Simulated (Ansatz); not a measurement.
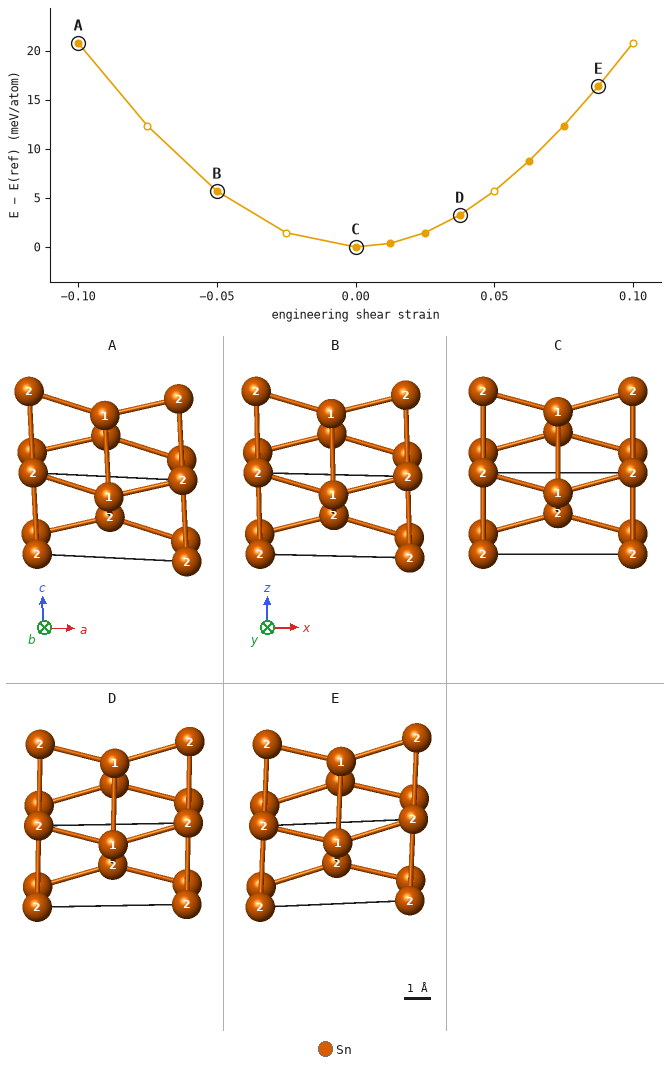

Energy scan for solid Sn (I4_1/amd), in which the cell is strained in shear in the xz plane, with the atoms kept at their fractional coordinates. x, y and z are the Cartesian axes of the input. The lettered frames are marked on the plot. Hollow markers are points alike by symmetry, not computed again. The picture is a ball-and-stick view of the conventional cell (2 times the calculation's cell), repeated 1 × 1 × 2 with one cell outlined, seen along the b axis. Lengths and directions refer to the drawn axes.

Method: DFT PBE, scalar-relativistic, plane waves, PAW in Ansatz. Set-up: plane-wave cutoff 420 eV; k-point mesh 16 × 16 × 16; occupations gaussian; smearing width 0.15 eV; no spin polarisation. Energies (free energies at the smearing named) are counted from the cell as listed in its source, which wasn't relaxed.

Question: What does the scan show?

Answer: Of the computed points the lowest is at the strain 0.00, 0.0 meV/atom. The unrelaxed reference is under a pressure of 1.4 GPa. The distortion takes the space group from I4_1/amd to C2/m. At the strain −0.10 the cell of the drawing goes a 5.880 → 5.888 Å, c 3.199 → 3.203 Å, β 90.0° → 95.7°.

The computed points:

| engineering shear strain | E − E(ref) (meV/atom) |
| --- | --- |
| −0.1000 | 20.8 |
| −0.0750 | 12.3 |
| −0.0500 | 5.7 |
| −0.0250 | 1.4 |
| 0.0000 | 0.0 |
| 0.0125 | 0.4 |
| 0.0250 | 1.4 |
| 0.0375 | 3.2 |
| 0.0500 | 5.7 |
| 0.0625 | 8.7 |
| 0.0750 | 12.3 |
| 0.0875 | 16.4 |
| 0.1000 | 20.8 |

Points that are alike by symmetry were computed once.
